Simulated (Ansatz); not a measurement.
# Calculations on Ni3O4

**1. Scan**

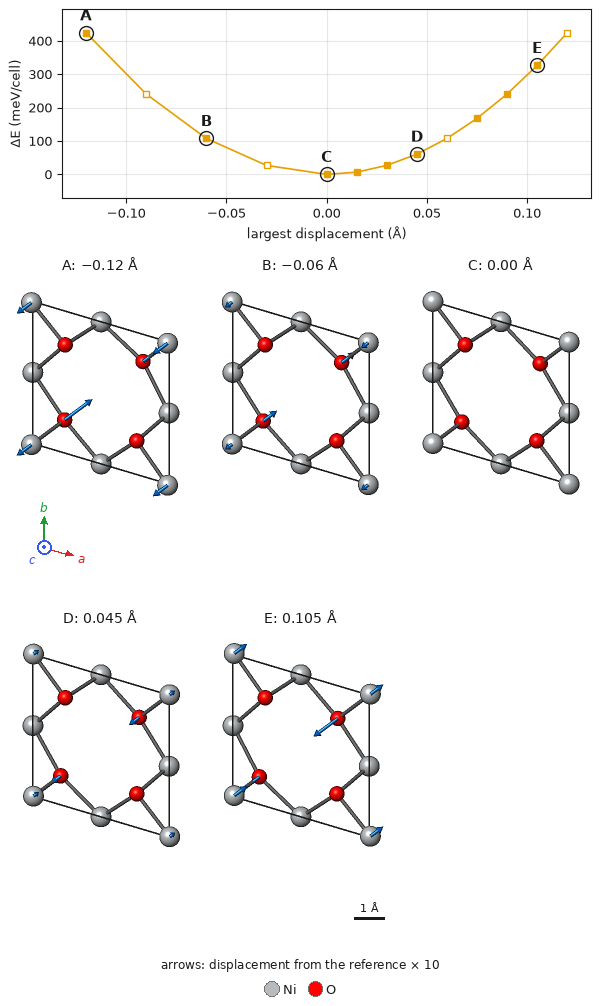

Crystalline Ni3O4 (Cmmm): a normal mode at the zone centre is frozen in with the cell fixed, the amplitude being the largest displacement of an atom. The lettered frames are marked on the plot. Hollow markers are points alike by symmetry, not computed again. Style: ball-and-stick. Shown: the cell of the calculation, along the c axis. Blue arrows: displacements from the reference.

Computed with DFT PBEsol, scalar-relativistic, plane waves, PAW (Ansatz 0.2.0). (plane-wave cutoff 420 eV; k-point mesh 8 × 8 × 14; occupations gaussian; smearing width 0.15 eV; no spin polarisation). Energies (free energies at the smearing named) are counted from the relaxed crystal.

Read off the main features of the energy profile.

The harmonic wavenumber of the mode is 577 cm⁻¹, a stable vibration. The lowest computed point lies at the amplitude 0.00 Å (0 meV/cell). At the ends of the scan the energy is 424 meV/cell (−0.12 Å) and 424 meV/cell (0.12 Å). The well is symmetric. At the highest point the shortest interatomic distance is 1.77 Å, against 1.86 Å in the reference. The distortion takes the space group from Cmmm to Amm2.

Limits of the set-up: an element that often carries a moment was run without spin polarisation.

**2. Scan**

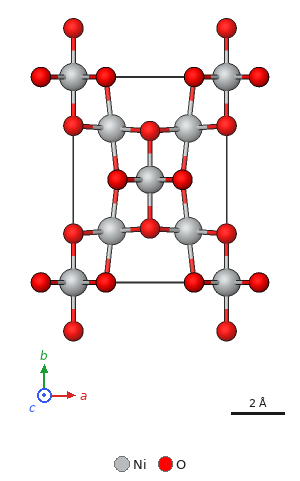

A scan of a crystal of Ni₃O₄ (Cmmm): the cell is strained equally along x and y and separately along z, with the atoms kept at their fractional coordinates. x, y and z are the Cartesian axes of the input. The picture shows the reference cell. A ball-and-stick model of the conventional cell (2 times the calculation's cell), repeated 1 × 1 × 1 with one cell outlined, seen along the c axis. Lengths and directions refer to the drawn axes.

Level of theory: Ansatz 0.2.0, DFT PBEsol, scalar-relativistic, plane waves, PAW. Set-up: plane-wave cutoff 420 eV; k-point mesh 8 × 8 × 14; occupations gaussian; smearing width 0.15 eV; no spin polarisation. Energies (free energies at the smearing named) are counted from the relaxed crystal.

Input file:
```yaml
crystal:
  lattice:
    - [2.9242323582, -3.9238236797, 0.0]
    - [2.9242323582, 3.9238236797, 0.0]
    - [0.0, 0.0, 2.8472645958]
  atoms:
    - { symbol: Ni, position: [0.5, 0.0, 0.5] }
    - { symbol: Ni, position: [0.0, 0.5, 0.5] }
    - { symbol: Ni, position: [0.0, 0.0, 0.0] }
    - { symbol: O, position: [0.7878888826, 0.7878888826, 0.5] }
    - { symbol: O, position: [0.2121111174, 0.2121111174, 0.5] }
    - { symbol: O, position: [0.2371644473, 0.7628355527, 0.0] }
    - { symbol: O, position: [0.7628355527, 0.2371644473, 0.0] }
basis:
  ecutwfc: 420
kpoints:
  mp_grid: { grid: [8, 8, 14] }
hamiltonian:
  xc: pbesol
scf:
  occupations: { method: gaussian, width: 0.15 }
output:
  forces: true
  stress: true
  eigenvalues: true
```

Command:
```bash
ansatz run input.yaml --threads 2 --pin off --max-ram 5120MiB --backend cpu --events-out ev --progress --plain --runs-dir out
```

Predict the energy profile on a grid with rows −0.030, −0.015, 0.000, 0.015, 0.030 and columns −0.030, −0.015, 0.000, 0.015, 0.030 (strain along x and y; strain along z).

Rows: strain along x and y; columns: strain along z; values in meV/atom.

|  | −0.030 | −0.015 | 0.000 | 0.015 | 0.030 |
| --- | --- | --- | --- | --- | --- |
| −0.030 | 59.1 | 40.8 | 27.9 | 20.0 | 16.7 |
| −0.015 | 26.4 | 14.0 | 6.7 | 4.0 | 5.6 |
| 0.000 | 9.4 | 2.3 | 0.0 | 2.1 | 8.1 |
| 0.015 | 6.3 | 4.1 | 6.3 | 12.7 | 22.8 |
| 0.030 | 15.6 | 17.7 | 24.1 | 34.3 | 48.0 |

In pairs of (strain along x and y; strain along z): the lowest computed point lies at (0.000, 0.000) (0.0 meV/atom), the highest at (−0.030, −0.030) (59.1 meV/atom). The valley is tilted: raising the in-plane strain is made harder by raising the strain along z (cross term 0.62 of the geometric mean of the two curvatures). Over the ranges scanned the energy rises more along the first axis, the in-plane strain. The pressure runs from −16.3 GPa at (0.030, 0.030) to 25.3 GPa at (−0.030, −0.030).

Limits of the set-up: an element that often carries a moment was run without spin polarisation.

**3. Softest mode**

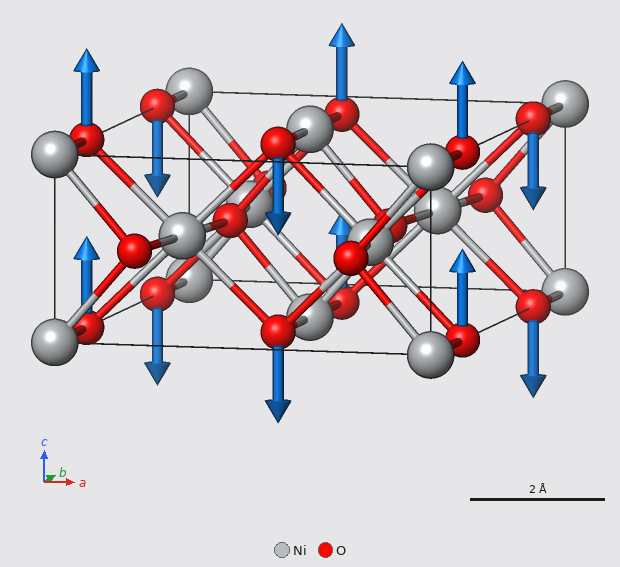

The lowest optical mode of crystalline Ni3O4, space group Cmmm (No. 65), at the zone centre. The blue arrows give the relative displacements of the atoms. The picture is a ball-and-stick view of the conventional cell (2 times the calculation's cell), seen slightly off an axis. Lengths and directions refer to the drawn axes.

The calculation used Ansatz, DFT PBEsol, scalar-relativistic, plane waves, PAW.

Input
```yaml
crystal:
  lattice:
    - [2.9242323582, -3.9238236797, 0.0]
    - [2.9242323582, 3.9238236797, 0.0]
    - [0.0, 0.0, 2.8472645958]
  atoms:
    - { symbol: Ni, position: [0.5, 0.0, 0.5] }
    - { symbol: Ni, position: [0.0, 0.5, 0.5] }
    - { symbol: Ni, position: [0.0, 0.0, 0.0] }
    - { symbol: O, position: [0.7878888826, 0.7878888826, 0.5] }
    - { symbol: O, position: [0.2121111174, 0.2121111174, 0.5] }
    - { symbol: O, position: [0.2371644473, 0.7628355527, 0.0] }
    - { symbol: O, position: [0.7628355527, 0.2371644473, 0.0] }
basis:
  ecutwfc: 420
kpoints:
  mp_grid: { grid: [8, 8, 14] }
hamiltonian:
  xc: pbesol
scf:
  occupations: { method: gaussian, width: 0.15 }
output:
  eigenvalues: true
phonons:
  method: fd
  supercell: [1, 1, 1]
  amplitude: 0.02
  eigenvectors: true
  dielectric: false
```

Run as
```bash
ansatz run input.yaml --threads 2 --pin off --max-ram 5120MiB --backend cpu --events-out ev --progress --plain --runs-dir out
```

Q: Is the structure stable against all modes at this point?

A: No. This is the B₃g mode at 73i cm⁻¹, the lowest optical level, Raman-active by symmetry. The Ni (4f) and Ni (2a) and O (4h) atoms stay at rest; all motion is along c; atoms of one kind move against one another, with no net shift of their sublattice. The frequency is imaginary, so the structure is unstable against this distortion. Freezing in the drawn pattern lowers the space group from Cmmm to C2/m (No. 12).

Limits of the set-up: an element that often carries a moment was run without spin polarisation.
